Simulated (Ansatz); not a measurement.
System: Al (slab).

Input

```
crystal:
  lattice:
    - [17.0366954455, 0.0, 0.0]
    - [-1.4197246205, 2.4590351754, 0.0]
    - [0.0, 0.0, 21.2736023877]
  atoms:
    - { symbol: Al, position: [0.0, 0.0, 0.0705099199] }
    - { symbol: Al, position: [0.0555555556, 0.6666666667, 0.1794900801] }
    - { symbol: Al, position: [0.1111111111, 0.3333333333, 0.2884702403] }
    - { symbol: Al, position: [0.1666666667, 1.0, 0.0705099199] }
    - { symbol: Al, position: [0.2222222222, 0.6666666667, 0.1794900801] }
    - { symbol: Al, position: [0.2777777778, 0.3333333333, 0.2884702403] }
    - { symbol: Al, position: [0.3333333333, 1.0, 0.0705099199] }
    - { symbol: Al, position: [0.3888888889, 0.6666666667, 0.1794900801] }
    - { symbol: Al, position: [0.4444444444, 0.3333333333, 0.2884702403] }
    - { symbol: Al, position: [0.5, 1.0, 0.0705099199] }
    - { symbol: Al, position: [0.5555555556, 0.6666666667, 0.1794900801] }
    - { symbol: Al, position: [0.6111111111, 0.3333333333, 0.2884702403] }
    - { symbol: Al, position: [0.6666666667, 1.0, 0.0705099199] }
    - { symbol: Al, position: [0.7222222222, 0.6666666667, 0.1794900801] }
    - { symbol: Al, position: [0.7777777778, 0.3333333333, 0.2884702403] }
    - { symbol: Al, position: [0.8333333333, 1.0, 0.0705099199] }
    - { symbol: Al, position: [0.8888888889, 0.6666666667, 0.1794900801] }
    - { symbol: Al, position: [0.9444444444, 0.3333333333, 0.2884702403] }
    - { symbol: Al, position: [0.0, 0.0, 0.3974504006] }
    - { symbol: Al, position: [0.1666666667, 0.0, 0.3974504006] }
    - { symbol: Al, position: [0.3333333333, 0.0, 0.3974504006] }
    - { symbol: Al, position: [0.5, 0.0, 0.3974504006] }
    - { symbol: Al, position: [0.6666666667, 0.0, 0.3974504006] }
    - { symbol: Al, position: [0.8333333333, 0.0, 0.3974504006] }
    - { symbol: Al, position: [0.0555555556, 0.6666666667, 0.5064305608] }
    - { symbol: Al, position: [0.2222222222, 0.6666666667, 0.5064305608] }
basis:
  ecutwfc: 420
kpoints:
  mp_grid: { grid: [2, 12, 1] }
hamiltonian:
  xc: pbesol
scf:
  occupations: { method: gaussian, width: 0.1 }
output:
  forces: true
  eigenvalues: true
  populations: true
  write_density: true
  write_potential: true
  elf: true
  volumetric_format: npy
relax:
  adjacent_minimum: "off"
  f_tol: 0.02
  max_steps: 45
  constraints: [{ sites: [0, 1, 3, 4, 6, 7, 9, 10, 12, 13, 15, 16] }]
efield:
  axis: 3
  dipole_correction: true
  ramp_width: 0.04
```

Run with:

```sh
ansatz run input.yaml --threads 4 --pin off --max-ram 11264MiB --backend cpu --events-out ev --progress --plain --runs-dir out
```

The fields are those of the run's last geometry, not of the input's.

Level of theory: Ansatz, DFT PBEsol, scalar-relativistic, plane waves, PAW.

**What will maps of the valence pseudo-density and electron localisation function show?**

Al–Al (2.84 Å): ρ at the midpoint is about 0.2 e/Å³; the ELF peaks at about 0.60 between the atoms.

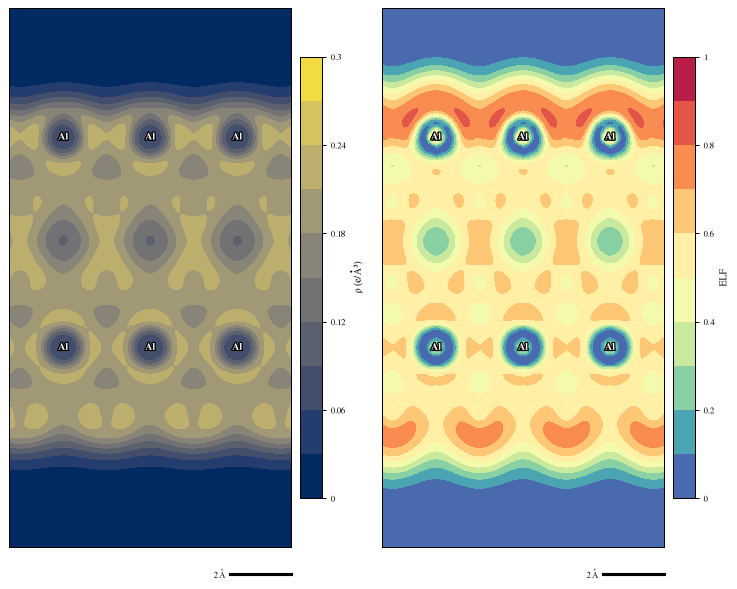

Computed valence pseudo-density and electron localisation function on the (100) plane of the calculation cell, a cut from vacuum to vacuum, in this order. Atoms just off the plane (Al, 0.8 Å away) can leave unmarked features too.

In a PAW calculation such maps are meaningful between the atoms, not at the nuclei.
